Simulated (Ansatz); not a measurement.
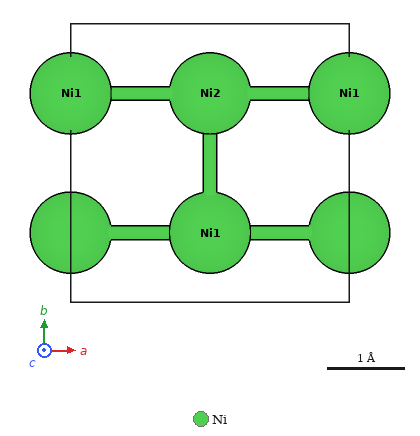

**Figure 1.** The input geometry (ball-and-stick view of the cell 2 times as large as that of the calculation, set on its symmetry axes, along the c axis; atoms are numbered from 1 in the order of the input). Near neighbours in the crystal (not all of them lie inside the picture): Ni has 6 Ni at 1.89 to 1.98 Å.

**Geometry relaxation of Ni (part 1 of 2)**

The run: geometry relaxation of Ni (I4₁/amd, 2 atoms in the cell). Method and program: DFT, PBE, PAW with Ansatz's default frozen-core files, scalar-relativistic, spin-polarised (Ansatz 0.2.0).

Its volume is 0.55 times that of the source entry. It belongs to a series of runs on one base structure; here: shape and atoms relaxed at 0.55 of the volume. Figures and captions count atoms from 1; the log counts them from 0 in places.

## The program's output
```
Engine: ansatz 0.2.0, aarch64-unknown-linux-gnu
Pseudopotentials: kind: paw
Pseudopotential: Ni, paw, valence charge 18, recommended cutoff 420 eV (normal), Ni.paw.azcp
Functional definition: PBE
  parameter kappa = 0.804
  parameter beta = 0.06672455060314922
  exchange = pbe_x(kappa = kappa, mu = beta*pi^2/3)
  correlation = pbe_c(beta = beta)
Crystal: 2 atoms, lattice volume = 13.228 Å³
Basis set: ecut = 420 eV, 263 PW (Γ), exchange–correlation on 40×40×40 points (8 copies of the dense FFT grid, shifted against one another)
Bands: 23, of which v1, the nominal top of the filled ones, is band 18 counted from 1 (17 counted from 0)
Symmetry: 16 space group operations
Space group: I41/amd (ITA 141), of the structure as read, at distance tolerance 2.4e-5 Å
Magnetic group: BNS 141.551 (UNI 1211), of the structure as read, at distance tolerance 2.4e-5 Å
k-points: 641 of 8000
Non-local potential: Ni, projectors of the file, l = 0: 3, l = 1: 2, l = 2: 3, l = 3: 1
PAW form: soft (Blöchl's): semilocal exchange-correlation on the pseudo side does not see the compensation charge
PAW one-centre angular grid: Ni, 590 points (default); XC on 64 Gauss nodes
Initial density: superposition of atomic densities (chi_scale 0.1, normalization cell)
Starting moments: Σ|m| = 2 μB on 2 of 2 sites
Initial wavefunctions: pseudopotential atomic-orbital guess
Functional: x = pbe(κ = 0.804, μ = 0.2195149727645171), c = pbe(β = 0.06672455060314922)
SCF iter   1: F=—  HF=-11659.209483 eV  |F-HF|=—  |Δ(HF+E_count)|=         —  Δρ=1.06e-1 (↑1.06e-1 ↓5.79e-2)  dr2=1.65e0  dr2_m=1.58e-1  M=1.393 μB ∫|m|=1.404 μB  β_m=0.30  ethr=3.10e-3  ⟨swp⟩=5.3  Hψ=114147  notcnv=0
Mixer restart at iter 1: flushing history
preconditioner: auto → none  [metal: Δε(μ)=0.001 eV  Ē_g=14.213 eV  σ=0.100 eV  W_gap=0.00  n_scr=4 (ndim 8)  ℏωp=45.7 eV  f_vac=0.000  D(μ)=2.11/eV (n_scr^D=36)  sad-step TF]
SCF iter   2: F=—  HF=-11662.636119 eV  |F-HF|=—  |Δ(HF+E_count)|=    3.43e0  Δρ=4.70e-2 (↑3.94e-2 ↓4.70e-2)  dr2=3.45e-2  dr2_m=1.84e-1  M=1.244 μB ∫|m|=1.257 μB  β_m=0.34  ethr=3.10e-3  ⟨swp⟩=2.1  Hψ=45219  notcnv=0  defer=57
SCF iter   3: F=—  HF=-11661.591560 eV  |F-HF|=—  |Δ(HF+E_count)|=         —  Δρ=1.78e-1 (↑1.78e-1 ↓1.23e-1)  dr2=3.24e-1  dr2_m=2.69e0  M=0.112 μB ∫|m|=0.130 μB  β_m=1.00  ethr=9.58e-5  ⟨swp⟩=2.1  Hψ=54738  notcnv=0  defer=57
Mixer restart at iter 3: flushing history
SCF iter   4: F=—  HF=-11672.340383 eV  |F-HF|=—  |Δ(HF+E_count)|=    1.07e1  Δρ=1.64e-1 (↑1.44e-1 ↓1.64e-1)  dr2=6.24e0  dr2_m=1.43e-2  M=0.031 μB ∫|m|=0.038 μB  β_m=0.34  ethr=1.39e-4  ⟨swp⟩=3.7  Hψ=82836  notcnv=0  defer=57
SCF iter   5: F=—  HF=-11670.832493 eV  |F-HF|=—  |Δ(HF+E_count)|=    1.51e0  Δρ=3.69e-2 (↑3.69e-2 ↓2.13e-2)  dr2=1.67e-1  dr2_m=8.46e-3  M=0.023 μB ∫|m|=0.028 μB  β_m=0.32  ethr=1.39e-4  ⟨swp⟩=4.4  Hψ=104906  notcnv=0  defer=262
SCF iter   6: F=—  HF=-11670.905531 eV  |F-HF|=—  |Δ(HF+E_count)|=   7.30e-2  Δρ=2.07e-2 (↑9.22e-3 ↓2.07e-2)  dr2=6.50e-2  dr2_m=5.56e-3  M=0.018 μB ∫|m|=0.023 μB  β_m=0.61  ethr=1.39e-4  ⟨swp⟩=2.9  Hψ=71948  notcnv=0  defer=137
SCF iter   7: F=—  HF=-11671.159802 eV  |F-HF|=—  |Δ(HF+E_count)|=   2.54e-1  Δρ=4.94e-3 (↑1.76e-3 ↓4.94e-3)  dr2=2.98e-3  dr2_m=4.15e-4  M=0.006 μB ∫|m|=0.008 μB  β_m=0.80  ethr=1.39e-4  ⟨swp⟩=2.2  Hψ=46621  notcnv=0  defer=133
SCF iter   8: F=—  HF=-11671.178744 eV  |F-HF|=—  |Δ(HF+E_count)|=   1.89e-2  Δρ=1.61e-3 (↑5.73e-4 ↓1.61e-3)  dr2=3.33e-4  dr2_m=3.88e-5  M=0.002 μB ∫|m|=0.002 μB  β_m=0.90  ethr=8.29e-6  ⟨swp⟩=2.2  Hψ=42373  notcnv=0  defer=133
SCF iter   9: F=—  HF=-11671.179678 eV  |F-HF|=—  |Δ(HF+E_count)|=   9.34e-4  Δρ=1.19e-4 (↑1.19e-4 ↓5.67e-5)  dr2=1.20e-6  dr2_m=2.61e-7  M=0.000 μB ∫|m|=0.000 μB  β_m=0.88  ethr=9.25e-7  ⟨swp⟩=2.2  Hψ=45240  notcnv=0  defer=133
SCF iter  10: F=—  HF=-11671.179677 eV  |F-HF|=—  |Δ(HF+E_count)|=   3.51e-7  Δρ=7.54e-5 (↑7.54e-5 ↓6.89e-5)  dr2=1.37e-6  dr2_m=1.41e-9  M=0.000 μB ∫|m|=0.000 μB  β_m=0.77  ethr=3.32e-9  ⟨swp⟩=2.6  Hψ=54941  notcnv=0  defer=133
SCF iter  11: F=—  HF=-11671.179678 eV  |F-HF|=—  |Δ(HF+E_count)|=   4.50e-7  Δρ=2.33e-5 (↑2.33e-5 ↓2.20e-5)  dr2=1.37e-7  dr2_m=7.53e-11  M=0.000 μB ∫|m|=0.000 μB  β_m=0.89  ethr=3.32e-9  ⟨swp⟩=2.4  Hψ=41617  notcnv=0  defer=133
SCF iter  12: F=—  HF=-11671.179678 eV  |F-HF|=—  |Δ(HF+E_count)|=   2.95e-7  Δρ=4.96e-6 (↑4.96e-6 ↓4.39e-6)  dr2=5.98e-9  dr2_m=1.09e-11  M=0.000 μB ∫|m|=0.000 μB  β_m=0.92  ethr=3.80e-10  ⟨swp⟩=2.1  Hψ=42055  notcnv=0  defer=133
SCF iter  13: F=-11671.179678 eV  HF=-11671.179678 eV  |F-HF|=1.64e-11  |Δ(HF+E_count)|=   4.47e-9  Δρ=2.48e-7 (↑2.48e-7 ↓2.36e-7)  dr2=1.19e-11  dr2_m=3.52e-14  M=-0.000 μB ∫|m|=0.000 μB  ethr=1.66e-11  ⟨swp⟩=6.9  Hψ=210740  notcnv=0
WARN: the starting moments were not kept: the SCF closed with an absolute magnetisation of 2.0e-7 μB, where they sum to 2 μB in size (2 sites). That is at most 0.1 of that sum. Measured as dr2_m measures the in/out step, that magnetisation stands 4.8e-14 eV from none, at or under the dr2_threshold of 1.0e-7 eV: it is no larger than a step whose dr2_m would equal this threshold. The system may hold no moment; this SCF shows only that its start led to no more than that. To try another start: raise the starting moments (crystal.atoms[].spin, magnetization.per_species, magnetization.initial_magnetization, or on a non-collinear deck that types none of these the spinor_matrix: blocks that start its atoms; where the total moment is fixed, keep their sum and leave initial_magnetization as it is; typed ones take the place of any that the run laid by itself, positive ones on a crystal's lanthanoids without a Hubbard term where scf.initial_density.shell_occupations: [] is typed) or, if the notice of its spin-set hold's release reads "site moments contracting" or "site moments show no strong build", lengthen the hold (scf.mixing.spin_hold: { on: { confirm: 4 } }; for m-r²SCAN on two components see the key's manual first). Each may lead to a state that holds a moment. A second SCF, from the converged charge density, with the starting moments and any scf.initial_density.shell_occupations laid on it anew, would have followed, and was not run: the deck does not ask for one (magnetization.retry_lost_moments is false, the default). To let it run, set magnetization.retry_lost_moments: true and run the deck again, where that key's refused combinations let it; where memory then withholds it, that run's warning says so.
SCF 1 converged in 13 iterations: F = -11671.179678 eV  dr2 = 1.19e-11
  Residual-converged pass: ⟨swp⟩=1.0  Hψ=34625  notcnv=0  max |occ|·‖R‖ = 7.1e-9 eV (tolerance 1.0e-8 eV)  dr2=1.19e-11  dr2_m=3.52e-14  dr2_onsite=5.69e-12  max |Δocc| = 7.0e-12
  greatest PAW one-centre occupation: 1.003 electrons in one spin orbital (limit 2), on the Ni atom at site 1 (counted from 0), in its partial waves of l = 1
relax step   1: F+E_penalty+E_count = -11671.17967797 eV  Δ(F+E_penalty+E_count) = +0.000e0 eV  max|allowed force component| = 1.388e-17 eV/Å  Δτ_max = 0.0000 Å  P = +388.553 GPa  Ω = 13.228 Å³  fix = [volume]  reactions: volume +388.553 GPa  (13 SCF iters, accepted)
Initial density: handed on by an earlier stage of this run
Starting moments: Σ|m| = 2 μB on 2 of 2 sites; this step starts from the density that it was given
Initial wavefunctions: those handed on with the density
iter 1 solved again at ethr=1.08e-8 eV; its pass at ethr=3.10e-3 eV (dr2=3.88e-6 eV) is discarded
SCF iter   1: F=—  HF=-11671.180244 eV  |F-HF|=—  |Δ(HF+E_count)|=         —  Δρ=3.58e-4 (↑3.58e-4 ↓2.41e-4)  dr2=3.83e-6  dr2_m=7.79e-6  M=-0.000 μB ∫|m|=0.000 μB  β_m=0.30  ethr=1.08e-8  ⟨swp⟩=3.2  Hψ=166257  notcnv=0
preconditioner: auto → none  [metal: Δε(μ)=0.003 eV  Ē_g=15.330 eV  σ=0.100 eV  W_gap=0.01  n_scr=4 (ndim 8)  ℏωp=45.7 eV  f_vac=0.000  D(μ)=1.75/eV (n_scr^D=20)]
SCF iter   2: F=—  HF=-11671.180247 eV  |F-HF|=—  |Δ(HF+E_count)|=   2.35e-6  Δρ=2.41e-4 (↑2.41e-4 ↓1.77e-4)  dr2=1.67e-6  dr2_m=3.99e-6  M=-0.000 μB ∫|m|=0.000 μB  β_m=0.62  ethr=1.06e-8  ⟨swp⟩=1.0  Hψ=29486  notcnv=0
iter 3 did not close the SCF: its close was put off for a magnetic moment that had not settled (scf_convergence_deferred on its scf_iter line)
SCF iter   3: F=-11671.180250 eV  HF=-11671.180250 eV  |F-HF|=1.26e-8  |Δ(HF+E_count)|=   2.79e-6  Δρ=1.52e-5 (↑1.52e-5 ↓1.36e-5)  dr2=1.74e-9  dr2_m=2.40e-8  M=-0.000 μB ∫|m|=0.000 μB  β_m=0.69  ethr=5.56e-10  ⟨swp⟩=8.3  Hψ=244896  notcnv=0
iter 4 did not close the SCF: its close was put off for a magnetic moment that had not settled (scf_convergence_deferred on its scf_iter line)
SCF iter   4: F=-11671.180250 eV  HF=-11671.180250 eV  |F-HF|=3.27e-10  |Δ(HF+E_count)|=   1.40e-8  Δρ=2.91e-6 (↑2.57e-6 ↓2.91e-6)  dr2=7.06e-10  dr2_m=5.31e-10  M=-0.000 μB ∫|m|=0.000 μB  β_m=0.76  ethr=4.85e-12  ⟨swp⟩=6.5  Hψ=200711  notcnv=0
SCF iter   5: F=-11671.180250 eV  HF=-11671.180250 eV  |F-HF|=2.51e-9  |Δ(HF+E_count)|=  8.64e-10  Δρ=3.26e-6 (↑3.26e-6 ↓2.83e-6)  dr2=2.27e-9  dr2_m=1.64e-11  M=-0.000 μB ∫|m|=0.000 μB  ethr=1.96e-12  ⟨swp⟩=6.2  Hψ=195024  notcnv=0
the starting moments were not kept: the SCF closed with an absolute magnetisation of 3.2e-6 μB, where they sum to 2 μB in size (2 sites). That is at most 0.1 of that sum. Measured as dr2_m measures the in/out step, that magnetisation stands 1.0e-11 eV from none, at or under the dr2_threshold of 2.0e-7 eV: it is no larger than a step whose dr2_m would equal this threshold.
SCF 2 converged in 5 iterations: F = -11671.180250 eV  dr2 = 2.27e-9
relax step   2: F+E_penalty+E_count = -11671.18024953 eV  Δ(F+E_penalty+E_count) = -5.716e-4 eV  max|allowed force component| = 1.388e-17 eV/Å  Δτ_max = 0.0000 Å  P = +388.525 GPa  Ω = 13.228 Å³  energy of the carried Pulay correction = -2.176e-6 eV  fix = [volume]  reactions: volume +388.525 GPa  (5 SCF iters, dr2 threshold 2.00e-7 eV, accepted)
iter 1 solved again at ethr=8.48e-10 eV; its pass at ethr=3.10e-3 eV (dr2=3.05e-7 eV) is discarded
SCF iter   1: F=—  HF=-11671.180278 eV  |F-HF|=—  |Δ(HF+E_count)|=         —  Δρ=1.00e-4 (↑1.00e-4 ↓6.89e-5)  dr2=3.09e-7  dr2_m=6.26e-7  M=-0.000 μB ∫|m|=0.000 μB  β_m=0.30  ethr=8.48e-10  ⟨swp⟩=3.2  Hψ=165968  notcnv=0
preconditioner: auto → none  [metal: Δε(μ)=0.002 eV  Ē_g=15.324 eV  σ=0.100 eV  W_gap=0.01  n_scr=4 (ndim 8)  ℏωp=45.7 eV  f_vac=0.000  D(μ)=1.75/eV (n_scr^D=20)]
SCF iter   2: F=—  HF=-11671.180278 eV  |F-HF|=—  |Δ(HF+E_count)|=   1.87e-7  Δρ=6.75e-5 (↑6.75e-5 ↓5.06e-5)  dr2=1.32e-7  dr2_m=3.21e-7  M=-0.000 μB ∫|m|=0.000 μB  β_m=0.62  ethr=5.56e-10  ⟨swp⟩=8.0  Hψ=215399  notcnv=0
iter 3 did not close the SCF: its close was put off for a magnetic moment that had not settled (scf_convergence_deferred on its scf_iter line)
SCF iter   3: F=-11671.180278 eV  HF=-11671.180278 eV  |F-HF|=3.48e-8  |Δ(HF+E_count)|=   2.33e-7  Δρ=1.24e-5 (↑1.24e-5 ↓1.20e-5)  dr2=3.18e-8  dr2_m=2.35e-9  M=-0.000 μB ∫|m|=0.000 μB  β_m=0.51  ethr=3.67e-10  ⟨swp⟩=9.3  Hψ=214335  notcnv=0
iter 4 did not close the SCF: its close was put off for a magnetic moment that had not settled (scf_convergence_deferred on its scf_iter line)
SCF iter   4: F=-11671.180278 eV  HF=-11671.180278 eV  |F-HF|=6.46e-10  |Δ(HF+E_count)|=   8.75e-9  Δρ=3.90e-6 (↑3.06e-6 ↓3.90e-6)  dr2=1.04e-9  dr2_m=8.89e-10  M=-0.000 μB ∫|m|=0.000 μB  β_m=0.56  ethr=8.85e-11  ⟨swp⟩=6.9  Hψ=208514  notcnv=0
SCF iter   5: F=-11671.180278 eV  HF=-11671.180278 eV  |F-HF|=1.09e-11  |Δ(HF+E_count)|=  8.37e-11  Δρ=7.54e-7 (↑7.54e-7 ↓7.43e-7)  dr2=2.50e-11  dr2_m=5.49e-11  M=-0.000 μB ∫|m|=0.000 μB  ethr=2.90e-12  ⟨swp⟩=6.1  Hψ=184058  notcnv=0
the starting moments were not kept: the SCF closed with an absolute magnetisation of 3.1e-6 μB, where they sum to 2 μB in size (2 sites). That is at most 0.1 of that sum. Measured as dr2_m measures the in/out step, that magnetisation stands 6.5e-12 eV from none, at or under the dr2_threshold of 2.0e-7 eV: it is no larger than a step whose dr2_m would equal this threshold.
SCF 3 converged in 5 iterations: F = -11671.180278 eV  dr2 = 2.50e-11
relax step   3: F+E_penalty+E_count = -11671.18027792 eV  Δ(F+E_penalty+E_count) = -2.839e-5 eV  max|allowed force component| = 2.776e-17 eV/Å  Δτ_max = 0.0000 Å  P = +388.520 GPa  Ω = 13.228 Å³  energy of the carried Pulay correction = -2.791e-6 eV  fix = [volume]  reactions: volume +388.520 GPa  (5 SCF iters, dr2 threshold 2.00e-7 eV, accepted)
Initial wavefunctions: pseudopotential atomic-orbital guess (no wavefunctions were taken with the density)
iter 1 solved again at ethr=4.77e-8 eV; its pass at ethr=3.10e-3 eV (dr2=1.72e-5 eV) is discarded
SCF iter   1: F=—  HF=-11671.180277 eV  |F-HF|=—  |Δ(HF+E_count)|=         —  Δρ=5.78e-6 (↑5.37e-6 ↓5.78e-6)  dr2=1.45e-9  dr2_m=5.50e-11  M=-0.000 μB ∫|m|=0.000 μB  β_m=0.30  ethr=4.77e-8  ⟨swp⟩=4.2  Hψ=225947  notcnv=0
eigensolver tolerance schedule: the retry pair's looser diagonalisation over-reported the residual by 11864.28 of it (diagonalisation noise at 0.22 of the residual, at the tolerance the schedule requests for it); recorded, not acted on — ethr = c·dr2/N_el stays at c = 1.0e-1
SCF iter   2: F=—  HF=-11671.180277 eV  |F-HF|=—  |Δ(HF+E_count)|=   1.40e-7  Δρ=4.21e-6 (↑3.84e-6 ↓4.21e-6)  dr2=7.64e-10  dr2_m=3.09e-11  M=-0.000 μB ∫|m|=0.000 μB  β_m=0.62  ethr=4.02e-12  ⟨swp⟩=8.0  Hψ=264373  notcnv=0
SCF iter   3: F=—  HF=-11671.180277 eV  |F-HF|=—  |Δ(HF+E_count)|=   3.17e-9  Δρ=3.27e-6 (↑3.27e-6 ↓3.14e-6)  dr2=2.30e-9  dr2_m=3.21e-12  M=-0.000 μB ∫|m|=0.000 μB  β_m=0.48  ethr=2.12e-12  ⟨swp⟩=2.1  Hψ=53317  notcnv=0
SCF iter   4: F=-11671.180277 eV  HF=-11671.180277 eV  |F-HF|=2.09e-10  |Δ(HF+E_count)|=  5.69e-10  Δρ=8.33e-7 (↑8.33e-7 ↓7.25e-7)  dr2=1.22e-10  dr2_m=4.98e-13  M=-0.000 μB ∫|m|=0.000 μB  ethr=2.12e-12  ⟨swp⟩=5.8  Hψ=189668  notcnv=0
the starting moments were not kept: the SCF closed with an absolute magnetisation of 6.8e-7 μB, where they sum to 2 μB in size (2 sites). That is at most 0.1 of that sum. Measured as dr2_m measures the in/out step, that magnetisation stands 6.6e-13 eV from none, at or under the dr2_threshold of 1.5e-9 eV: it is no larger than a step whose dr2_m would equal this threshold.
SCF 4 converged in 4 iterations: F = -11671.180277 eV  dr2 = 1.22e-10
relax step   4: F+E_penalty+E_count = -11671.18027735 eV  Δ(F+E_penalty+E_count) = +5.725e-7 eV  max|allowed force component| = 0.000e0 eV/Å  Δτ_max = 0.0000 Å  P = +388.521 GPa  Ω = 13.228 Å³  fix = [volume]  reactions: volume +388.521 GPa  stress off target by 5.53e-3 GPa on what of the cell is left free  SCF on the basis re-selected at this cell (its energy is not comparable with the rows above)  (4 SCF iters)
```
